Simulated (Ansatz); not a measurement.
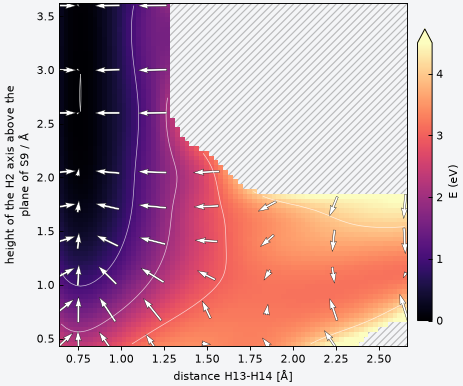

Energy landscape of H₂ on a two-dimensional sheet of ZrS₂ (12 atoms of substrate and one adsorbate in a 2 × 2 cell). H2 lies flat over one site of a rigid substrate while its bond length and height are varied; it sits over a hollow site, heights counted from the top plane, its axis along the long diagonal of the hexagonal surface cell. First axis: distance H13-H14. Second axis: height of the H2 axis above the plane of S9. Grid: 8 × 9 points. At 16 points there is no value (left out: too close to the surface, or the stretched molecule far from it). Points are written as (first, second). All energies are given in eV relative to the lowest grid point. Method: DFT PBE+D3(BJ), scalar-relativistic, plane waves, PAW (Ansatz). Settings: cutoff 420 eV, k-mesh 6×6×1, gaussian smearing 0.05 eV, no spin polarisation.

The picture shows a smooth colour map with a few white contour lines, arrows along the force (downhill), their lengths compressed, one colour for all values above the top of the scale, hatched blanks where no value was computed. Between grid points the surface is interpolated. 

Question: Summarise what can be read from the map.

Answer: The lowest grid point is at (0.750 Å, 2.60 Å). The highest grid point, (2.235 Å, 0.45 Å), lies 4.50 eV above the lowest. On the interpolated surface the lowest path from the intact molecule far from the surface, about (0.76 Å, 3.11 Å), to the stretched end of the scan, (2.650 Å, 1.09 Å), has its top at about (1.86 Å, 0.94 Å), about 3.2 eV above the start and 0.017 eV above the end.

Grid values (eV):

```tsv
second ↓, first →	0.650	0.750	0.919	1.181	1.495	1.849	2.235	2.650
3.60	0.24	0.02	0.35	1.49	–	–	–	–
3.00	0.22	0.00	0.33	1.45	–	–	–	–
2.60	0.22	0.00	0.31	1.44	–	–	–	–
2.05	0.28	0.06	0.36	1.45	2.76	–	–	–
1.73	0.39	0.18	0.46	1.51	2.72	3.66	4.21	4.44
1.41	0.63	0.41	0.67	1.65	2.71	3.42	3.70	3.70
1.09	1.04	0.82	1.07	1.96	2.83	3.22	3.23	3.18
0.77	1.67	1.47	1.75	2.55	3.13	3.22	3.31	4.30
0.45	2.49	2.31	2.62	3.26	3.41	3.37	4.50	–
```

Time for the 56 points that were run: 50 min on 2 threads of Arm Neoverse V1, on a shared host.

PAW datasets: the set soft_1.
